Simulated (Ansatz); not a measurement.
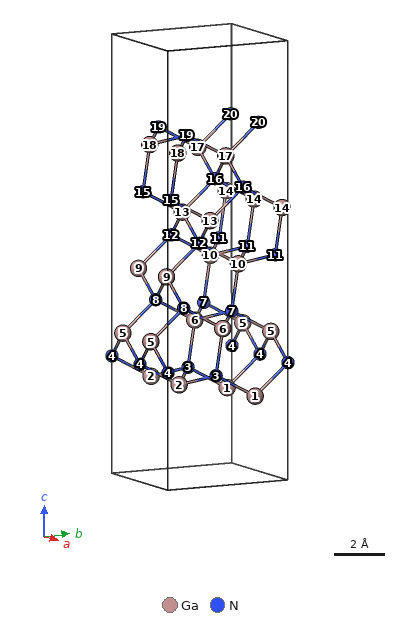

**Figure 1.** The structure as given in the input (ball-and-stick view of the 2 × 1 repeat of the cell, with the vacuum cut short, seen slightly off an axis; atoms are numbered from 1 in the order of the input). An atom can appear more than once, as a periodic image.

## Geometry relaxation, with input and output: GaN (part 1 of 3)

System: GaN (slab, 20 atoms in the cell).
Method: DFT PBEsol, scalar-relativistic, plane waves, PAW, no spin polarisation (Ansatz 0.2.0).

The structure derives from an entry of the Crystallography Open Database. The input holds or restrains some coordinates. Forces given for the steps count only the free coordinates. It belongs to a series of runs on one base structure; here: clean surface, atoms relaxed. Figures and captions count atoms from 1; the log counts them from 0 in places.

Output
```
Warning: crystal.symmetry: narrowed to the stabiliser of the k-point mesh — unitary ops 2 → 1; excluded 1 operation that carries a point of the 8×5×1 mesh (shift [0, 0, 0]) off the mesh (the run samples exactly the mesh kpoints.mp_grid names, as under crystal.symmetry.detect: false, and its converged state has the mesh's symmetry, not the crystal's; ε∞, the Born charges and the force constants of a linear response (`dielectric:` by the response, `phonons.method: dfpt`) are averaged over those of the crystal's operations that the state keeps within a tolerance, where `mesh_tensors`, `unaveraged_element` or `gamma_mean_max_change_ev_ang2` stands beside them; a row that `dielectric.field_direction` solves alone is averaged likewise, with nothing beside; a Γ-centred mesh of equal divisions is mapped onto itself by every operation and keeps the whole group, as does a half-shifted one under kpoints.further_shifts: images)
Engine: ansatz 0.2.0, aarch64-unknown-linux-gnu
Pseudopotentials: kind: paw
Pseudopotential: Ga, paw, valence charge 13, recommended cutoff 420 eV (normal), Ga.paw.azcp
Pseudopotential: N, paw, valence charge 5, recommended cutoff 420 eV (normal), N.paw.azcp
Functional definition: PBEsol
  exchange = pbesol_x
  correlation = pbesol_c
Crystal: 20 atoms, lattice volume = 521.952 Å³
Basis set: ecut = 420 eV, 10223 PW (Γ), exchange–correlation on 48×90×384 points (8 copies of the dense FFT grid, shifted against one another)
Bands: 110, of which v1, the nominal top of the filled ones, is band 90 counted from 1 (89 counted from 0)
Symmetry: 1 space group operations
k-points: 21 of 40 (time reversal used)
Non-local potential: Ga, projectors of the file, l = 0: 2, l = 1: 2, l = 2: 3, l = 3: 1
Non-local potential: N, projectors of the file, l = 0: 2, l = 1: 2, l = 2: 1
PAW form: soft (Blöchl's): semilocal exchange-correlation on the pseudo side does not see the compensation charge
PAW frozen core: Ga, regenerated for the run's functional, and the local potential with it (the file was generated under x = pbe(κ = 0.804, μ = 0.2195149727645171), c = pbe(β = 0.06672455060314922))
PAW frozen core: N, regenerated for the run's functional, and the local potential with it (the file was generated under x = pbe(κ = 0.804, μ = 0.2195149727645171), c = pbe(β = 0.06672455060314922))
PAW one-centre angular grid: Ga, 590 points (default); XC on 64 Gauss nodes
PAW one-centre angular grid: N, 110 points (default); XC on 64 Gauss nodes
Initial density: superposition of atomic densities (neutral atoms: chi_scale 0, normalization atom), corrected by the library's trained network
Initial wavefunctions: pseudopotential atomic-orbital guess
Functional: x = pbesol(κ = 0.804, μ = 0.12345679012345678), c = pbesol(β = 0.046)
SCF iter   1: F=—  HF=-41219.388738 eV  |F-HF|=—  |Δ(HF+E_count)|=         —  Δρ=1.39e-2  dr2=2.12e1  ethr=1.77e-3  p=-0.306 e·Å  D=-1.06e-1 V/Å  ΔV_dip=2.97 eV  dr2_dipole=1.43e1  V_vac-E_F(+/−)=7.75/4.78 eV  ⟨swp⟩=6.5  Hψ=9446  notcnv=0  defer=211
efield: sawtooth ramp at fractional position 0.9800 (placed from the atoms, in the widest stretch of the axis that holds none; the zero of the levels goes with the place), width 0.0400; the density the first Hamiltonian is built on has a dipole p = -0.306 e·Å; the dipole correction subtracts the counter field D = -1.06e-1 V/Å, which shifts the + side's vacuum level by +2.97 eV against the − side's; the planar-averaged density in the ramp window peaks in size at 1.7e-5 e/Å³
preconditioner: auto → LDOS  [insulator: Δε(μ)=0.094 eV  Ē_g=15.654 eV  σ=0.050 eV  W_gap=0.81  n_scr=108 (ndim 8)  ℏωp=21.8 eV  f_vac=0.517  D(μ)=3.55/eV (n_scr^D=14)  ε∞_Penn≈2.9  β→1.0]
SCF iter   2: F=—  HF=-41222.376714 eV  |F-HF|=—  |Δ(HF+E_count)|=    2.99e0  Δρ=4.44e-2  dr2=1.31e2  ethr=1.77e-3  p=-0.534 e·Å  D=-1.85e-1 V/Å  ΔV_dip=5.19 eV  dr2_dipole=8.68e1  V_vac-E_F(+/−)=8.24/3.05 eV  ⟨swp⟩=3.0  Hψ=3460  notcnv=0  defer=311  recentre
SCF iter   3: F=—  HF=-41219.076186 eV  |F-HF|=—  |Δ(HF+E_count)|=    3.30e0  Δρ=7.20e-3  dr2=6.31e-1  ethr=1.77e-3  p=-0.376 e·Å  D=-1.31e-1 V/Å  ΔV_dip=3.66 eV  dr2_dipole=1.02e-1  V_vac-E_F(+/−)=7.89/4.23 eV  ⟨swp⟩=3.0  Hψ=3466  notcnv=0  defer=270
SCF iter   4: F=—  HF=-41219.004256 eV  |F-HF|=—  |Δ(HF+E_count)|=   7.19e-2  Δρ=4.80e-3  dr2=1.41e-1  ethr=3.50e-4  p=-0.369 e·Å  D=-1.28e-1 V/Å  ΔV_dip=3.59 eV  dr2_dipole=1.47e-4  V_vac-E_F(+/−)=7.89/4.31 eV  ⟨swp⟩=2.2  Hψ=2709  notcnv=0  defer=267
SCF iter   5: F=—  HF=-41218.996617 eV  |F-HF|=—  |Δ(HF+E_count)|=   7.64e-3  Δρ=4.00e-3  dr2=1.09e-1  ethr=7.84e-5  p=-0.363 e·Å  D=-1.26e-1 V/Å  ΔV_dip=3.53 eV  dr2_dipole=9.44e-3  V_vac-E_F(+/−)=7.90/4.37 eV  ⟨swp⟩=1.5  Hψ=2191  notcnv=0  defer=262
SCF iter   6: F=—  HF=-41218.992337 eV  |F-HF|=—  |Δ(HF+E_count)|=   4.28e-3  Δρ=2.06e-3  dr2=1.89e-1  ethr=6.07e-5  p=-0.353 e·Å  D=-1.22e-1 V/Å  ΔV_dip=3.43 eV  dr2_dipole=1.10e-1  V_vac-E_F(+/−)=7.93/4.50 eV  ⟨swp⟩=1.5  Hψ=2076  notcnv=0  defer=262  recentre
SCF iter   7: F=—  HF=-41218.997715 eV  |F-HF|=—  |Δ(HF+E_count)|=   5.38e-3  Δρ=4.90e-3  dr2=9.01e-1  ethr=6.07e-5  p=-0.362 e·Å  D=-1.26e-1 V/Å  ΔV_dip=3.52 eV  dr2_dipole=5.69e-1  V_vac-E_F(+/−)=7.97/4.45 eV  ⟨swp⟩=1.1  Hψ=2057  notcnv=0  defer=262
SCF iter   8: F=—  HF=-41218.991714 eV  |F-HF|=—  |Δ(HF+E_count)|=   6.00e-3  Δρ=1.53e-3  dr2=1.85e-2  ethr=6.07e-5  p=-0.354 e·Å  D=-1.23e-1 V/Å  ΔV_dip=3.45 eV  dr2_dipole=1.51e-3  V_vac-E_F(+/−)=8.00/4.55 eV  ⟨swp⟩=1.1  Hψ=2115  notcnv=0  defer=262
SCF iter   9: F=—  HF=-41218.992434 eV  |F-HF|=—  |Δ(HF+E_count)|=   7.19e-4  Δρ=6.87e-4  dr2=5.81e-3  ethr=1.03e-5  p=-0.356 e·Å  D=-1.23e-1 V/Å  ΔV_dip=3.46 eV  dr2_dipole=2.63e-4  V_vac-E_F(+/−)=8.02/4.57 eV  ⟨swp⟩=2.0  Hψ=2614  notcnv=0  defer=262
SCF iter  10: F=—  HF=-41218.992447 eV  |F-HF|=—  |Δ(HF+E_count)|=   1.30e-5  Δρ=6.09e-4  dr2=4.85e-3  ethr=3.23e-6  p=-0.357 e·Å  D=-1.24e-1 V/Å  ΔV_dip=3.47 eV  dr2_dipole=7.05e-4  V_vac-E_F(+/−)=8.02/4.55 eV  ⟨swp⟩=1.2  Hψ=2074  notcnv=0  defer=262
SCF iter  11: F=—  HF=-41218.992326 eV  |F-HF|=—  |Δ(HF+E_count)|=   1.21e-4  Δρ=3.49e-4  dr2=2.59e-3  ethr=2.70e-6  p=-0.357 e·Å  D=-1.24e-1 V/Å  ΔV_dip=3.47 eV  dr2_dipole=2.22e-4  V_vac-E_F(+/−)=8.00/4.54 eV  ⟨swp⟩=1.9  Hψ=2087  notcnv=0  defer=262
SCF iter  12: F=—  HF=-41218.992240 eV  |F-HF|=—  |Δ(HF+E_count)|=   8.60e-5  Δρ=3.22e-4  dr2=1.25e-3  ethr=1.44e-6  p=-0.356 e·Å  D=-1.23e-1 V/Å  ΔV_dip=3.46 eV  dr2_dipole=9.59e-5  V_vac-E_F(+/−)=7.99/4.53 eV  ⟨swp⟩=1.9  Hψ=2141  notcnv=0  defer=262
SCF iter  13: F=—  HF=-41218.992228 eV  |F-HF|=—  |Δ(HF+E_count)|=   1.13e-5  Δρ=1.87e-4  dr2=8.22e-4  ethr=6.95e-7  p=-0.356 e·Å  D=-1.23e-1 V/Å  ΔV_dip=3.46 eV  dr2_dipole=2.89e-4  V_vac-E_F(+/−)=7.98/4.53 eV  ⟨swp⟩=2.0  Hψ=2232  notcnv=0  defer=262
SCF iter  14: F=—  HF=-41218.992210 eV  |F-HF|=—  |Δ(HF+E_count)|=   1.79e-5  Δρ=9.82e-5  dr2=1.20e-4  ethr=4.56e-7  p=-0.355 e·Å  D=-1.23e-1 V/Å  ΔV_dip=3.45 eV  dr2_dipole=5.20e-6  V_vac-E_F(+/−)=7.98/4.53 eV  ⟨swp⟩=1.7  Hψ=2068  notcnv=0  defer=262
SCF iter  15: F=—  HF=-41218.992226 eV  |F-HF|=—  |Δ(HF+E_count)|=   1.57e-5  Δρ=4.91e-5  dr2=6.60e-5  ethr=6.68e-8  p=-0.355 e·Å  D=-1.23e-1 V/Å  ΔV_dip=3.45 eV  dr2_dipole=2.50e-5  V_vac-E_F(+/−)=7.98/4.53 eV  ⟨swp⟩=2.0  Hψ=2471  notcnv=0  defer=262
SCF iter  16: F=-41218.992216 eV  HF=-41218.992228 eV  |F-HF|=1.27e-5  |Δ(HF+E_count)|=   2.51e-6  Δρ=3.07e-5  dr2=1.27e-5  ethr=2.22e-8  p=-0.355 e·Å  D=-1.23e-1 V/Å  ΔV_dip=3.45 eV  dr2_dipole=5.06e-6  V_vac-E_F(+/−)=7.98/4.53 eV  ⟨swp⟩=19.8  Hψ=12316  notcnv=0
SCF 1 converged in 16 iterations: F = -41218.992216 eV  dr2 = 1.27e-5
  greatest PAW one-centre occupation: 0.995 electrons in one spin orbital (limit 2), on the Ga atom at site 1 (counted from 0), in its partial waves of l = 2
relax step   1: F+E_penalty+E_count = -41218.99221577 eV  Δ(F+E_penalty+E_count) = +0.000e0 eV  max|allowed force component| = 2.147e0 eV/Å  Δτ_max = 0.0000 Å  (16 SCF iters, dr2 threshold 4.00e-5 eV, accepted)
Initial density: handed on by an earlier stage of this run
Initial wavefunctions: those handed on with the density
iter 1 solved again at ethr=4.04e-4 eV; its pass at ethr=3.10e-3 eV (dr2=7.26e-1 eV) is discarded
SCF iter   1: F=—  HF=-41219.293493 eV  |F-HF|=—  |Δ(HF+E_count)|=         —  Δρ=7.38e-3  dr2=7.56e-1  ethr=4.04e-4  p=-0.355 e·Å  D=-1.23e-1 V/Å  ΔV_dip=3.45 eV  dr2_dipole=3.34e-1  V_vac-E_F(+/−)=8.02/4.57 eV  ⟨swp⟩=1.0  Hψ=7038  notcnv=0  defer=260
efield: sawtooth ramp at fractional position 0.9800 (handed on by an earlier solve), width 0.0400; the density the first Hamiltonian is built on has a dipole p = -0.355 e·Å; the dipole correction subtracts the counter field D = -1.23e-1 V/Å, which shifts the + side's vacuum level by +3.45 eV against the − side's; the planar-averaged density in the ramp window peaks in size at 4.8e-6 e/Å³
preconditioner: auto → LDOS  [metal: Δε(μ)=0.005 eV  Ē_g=15.593 eV  σ=0.050 eV  W_gap=0.06  n_scr=108 (ndim 8)  ℏωp=21.8 eV  f_vac=0.518  D(μ)=18.69/eV (n_scr^D=142)  β→1.0]
SCF iter   2: F=—  HF=-41219.268086 eV  |F-HF|=—  |Δ(HF+E_count)|=   2.54e-2  Δρ=7.59e-3  dr2=1.35e0  ethr=4.04e-4  p=-0.346 e·Å  D=-1.20e-1 V/Å  ΔV_dip=3.36 eV  dr2_dipole=6.88e-1  V_vac-E_F(+/−)=7.85/4.50 eV  ⟨swp⟩=2.2  Hψ=3528  notcnv=0  defer=260
SCF iter   3: F=—  HF=-41219.239238 eV  |F-HF|=—  |Δ(HF+E_count)|=   2.88e-2  Δρ=1.98e-3  dr2=2.94e-2  ethr=4.04e-4  p=-0.343 e·Å  D=-1.19e-1 V/Å  ΔV_dip=3.34 eV  dr2_dipole=3.85e-3  V_vac-E_F(+/−)=7.87/4.53 eV  ⟨swp⟩=2.0  Hψ=3029  notcnv=0  defer=260
SCF iter   4: F=—  HF=-41219.244375 eV  |F-HF|=—  |Δ(HF+E_count)|=   5.14e-3  Δρ=1.89e-3  dr2=3.64e-2  ethr=1.63e-5  p=-0.338 e·Å  D=-1.17e-1 V/Å  ΔV_dip=3.29 eV  dr2_dipole=5.70e-3  V_vac-E_F(+/−)=7.81/4.53 eV  ⟨swp⟩=2.0  Hψ=3816  notcnv=0  defer=262
SCF iter   5: F=—  HF=-41219.242824 eV  |F-HF|=—  |Δ(HF+E_count)|=   1.55e-3  Δρ=9.87e-4  dr2=5.52e-3  ethr=1.63e-5  p=-0.334 e·Å  D=-1.16e-1 V/Å  ΔV_dip=3.25 eV  dr2_dipole=3.46e-8  V_vac-E_F(+/−)=7.77/4.52 eV  ⟨swp⟩=1.0  Hψ=2183  notcnv=0  defer=262
SCF iter   6: F=—  HF=-41219.244318 eV  |F-HF|=—  |Δ(HF+E_count)|=   1.49e-3  Δρ=8.28e-4  dr2=6.87e-3  ethr=3.07e-6  p=-0.331 e·Å  D=-1.15e-1 V/Å  ΔV_dip=3.22 eV  dr2_dipole=1.33e-3  V_vac-E_F(+/−)=7.73/4.52 eV  ⟨swp⟩=2.0  Hψ=3094  notcnv=0  defer=262
SCF iter   7: F=—  HF=-41219.244490 eV  |F-HF|=—  |Δ(HF+E_count)|=   1.72e-4  Δρ=4.53e-4  dr2=2.53e-3  ethr=3.07e-6  p=-0.329 e·Å  D=-1.14e-1 V/Å  ΔV_dip=3.20 eV  dr2_dipole=8.23e-4  V_vac-E_F(+/−)=7.72/4.52 eV  ⟨swp⟩=1.1  Hψ=2050  notcnv=0  defer=262
SCF iter   8: F=—  HF=-41219.244646 eV  |F-HF|=—  |Δ(HF+E_count)|=   1.55e-4  Δρ=2.79e-4  dr2=7.15e-4  ethr=1.41e-6  p=-0.330 e·Å  D=-1.14e-1 V/Å  ΔV_dip=3.20 eV  dr2_dipole=1.57e-4  V_vac-E_F(+/−)=7.72/4.52 eV  ⟨swp⟩=1.0  Hψ=2099  notcnv=0  defer=262
SCF iter   9: F=—  HF=-41219.244722 eV  |F-HF|=—  |Δ(HF+E_count)|=   7.66e-5  Δρ=1.62e-4  dr2=3.04e-4  ethr=3.97e-7  p=-0.331 e·Å  D=-1.15e-1 V/Å  ΔV_dip=3.21 eV  dr2_dipole=2.63e-5  V_vac-E_F(+/−)=7.73/4.52 eV  ⟨swp⟩=2.0  Hψ=2479  notcnv=0  defer=262
SCF iter  10: F=—  HF=-41219.244747 eV  |F-HF|=—  |Δ(HF+E_count)|=   2.51e-5  Δρ=1.15e-4  dr2=1.96e-4  ethr=1.69e-7  p=-0.331 e·Å  D=-1.15e-1 V/Å  ΔV_dip=3.22 eV  dr2_dipole=1.95e-5  V_vac-E_F(+/−)=7.74/4.52 eV  ⟨swp⟩=1.5  Hψ=2184  notcnv=0  defer=262
SCF iter  11: F=-41219.244677 eV  HF=-41219.244758 eV  |F-HF|=8.05e-5  |Δ(HF+E_count)|=   1.04e-5  Δρ=7.21e-5  dr2=9.22e-5  ethr=5.56e-8  p=-0.332 e·Å  D=-1.15e-1 V/Å  ΔV_dip=3.23 eV  dr2_dipole=8.84e-6  V_vac-E_F(+/−)=7.74/4.52 eV  ⟨swp⟩=15.0  Hψ=12054  notcnv=0
SCF 2 converged in 11 iterations: F = -41219.244677 eV  dr2 = 9.22e-5
[... from here on the iterations of each SCF are left out, up to the last one ...]
relax step   2: F+E_penalty+E_count = -41219.24467738 eV  Δ(F+E_penalty+E_count) = -2.525e-1 eV  max|allowed force component| = 1.447e0 eV/Å  Δτ_max = 0.1158 Å  (11 SCF iters, dr2 threshold 1.00e-4 eV, accepted)
efield: sawtooth ramp at fractional position 0.9800 (handed on by an earlier solve), width 0.0400; the density the first Hamiltonian is built on has a dipole p = -0.332 e·Å; the dipole correction subtracts the counter field D = -1.15e-1 V/Å, which shifts the + side's vacuum level by +3.23 eV against the − side's; the planar-averaged density in the ramp window peaks in size at 4.5e-6 e/Å³
preconditioner: auto → LDOS  [metal: Δε(μ)=0.012 eV  Ē_g=15.631 eV  σ=0.050 eV  W_gap=0.14  n_scr=108 (ndim 8)  ℏωp=21.8 eV  f_vac=0.520  D(μ)=12.69/eV (n_scr^D=72)  β→1.0]
SCF 3 converged in 10 iterations: F = -41219.445522 eV  dr2 = 6.98e-5
relax step   3: F+E_penalty+E_count = -41219.44552219 eV  Δ(F+E_penalty+E_count) = -2.008e-1 eV  max|allowed force component| = 1.957e-1 eV/Å  Δτ_max = 0.1779 Å  (10 SCF iters, dr2 threshold 1.00e-4 eV, accepted)
efield: sawtooth ramp at fractional position 0.9800 (handed on by an earlier solve), width 0.0400; the density the first Hamiltonian is built on has a dipole p = -0.278 e·Å; the dipole correction subtracts the counter field D = -9.62e-2 V/Å, which shifts the + side's vacuum level by +2.70 eV against the − side's; the planar-averaged density in the ramp window peaks in size at 3.5e-6 e/Å³
preconditioner: auto → LDOS  [metal: Δε(μ)=0.014 eV  Ē_g=15.595 eV  σ=0.050 eV  W_gap=0.15  n_scr=108 (ndim 8)  ℏωp=21.8 eV  f_vac=0.520  D(μ)=18.16/eV (n_scr^D=138)  β→1.0]
SCF 4 converged in 11 iterations: F = -41219.450908 eV  dr2 = 1.95e-6
relax step   4: F+E_penalty+E_count = -41219.45090795 eV  Δ(F+E_penalty+E_count) = -5.386e-3 eV  max|allowed force component| = 1.266e-1 eV/Å  Δτ_max = 0.0259 Å  (11 SCF iters, dr2 threshold 2.39e-6 eV, accepted)
```
